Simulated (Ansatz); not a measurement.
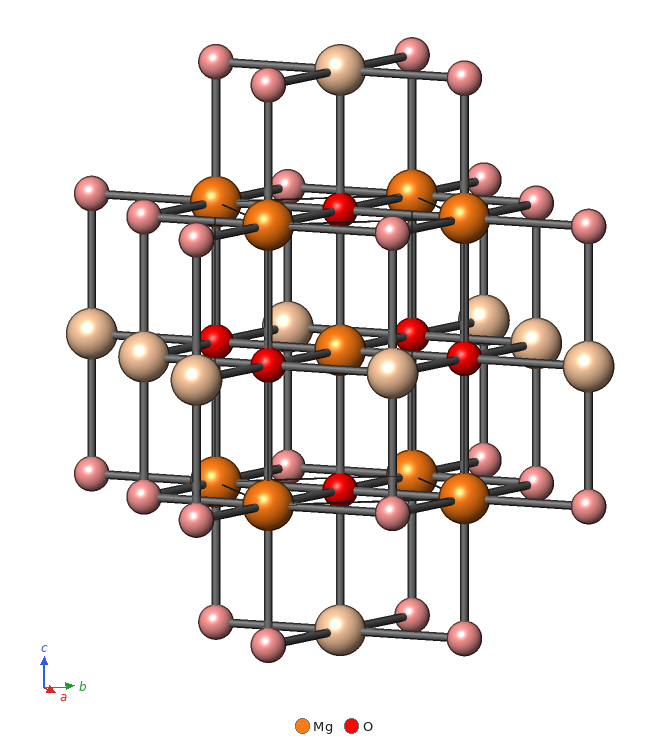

Structure drawing (ball-and-stick), viewed slightly off an axis. The edges of the conventional unit cell are marked. Atoms of adjacent cells appear where they bond to atoms in the box, in fainter colours.

MgO, space group Immm (No. 71), a = 2.915 Å, b = 3.031 Å, c = 4.204 Å, α = 90.00°, β = 90.00°, γ = 90.00°. It derives from a structure type filled with these elements by a generator (whether the compound takes this form wasn't checked). The cell was then strained or its atoms displaced on purpose. It went into a calculation with Ansatz.

This one geometry was computed with Ansatz (DFT, plane waves, PAW) at three levels of theory: r2SCAN, HSE06 and PBE. It was relaxed with r2SCAN and then strained.

> Which level gives the highest pressure at this volume, and what does that say about its equilibrium volume?

Highest: PBE (5.7 GPa), which points to the largest equilibrium volume. Lowest, with the smallest volume: r2SCAN (0.1 GPa) and HSE06 (-0.3 GPa). Levels within 0.5 GPa of each other can't be told apart.

> How does the band gap change with the level of theory?

PBE: a gap of 4.63 eV, direct; r2SCAN: a gap of 5.52 eV, direct; HSE06: a gap of 6.38 eV, direct.

> Collect the results in a table.

| level | cutoff (eV) | k-mesh of the run's cell | gap (eV) | pressure (GPa) |
| --- | --- | --- | --- | --- |
| r2SCAN | 500 | 10×10×10 | 5.52 | 0.1 |
| HSE06 | 420 | 8×8×8 | 6.38 | -0.3 |
| PBE | 420 | 10×10×10 | 4.63 | 5.7 |

Gaps are taken on the k-mesh or band path of each run.
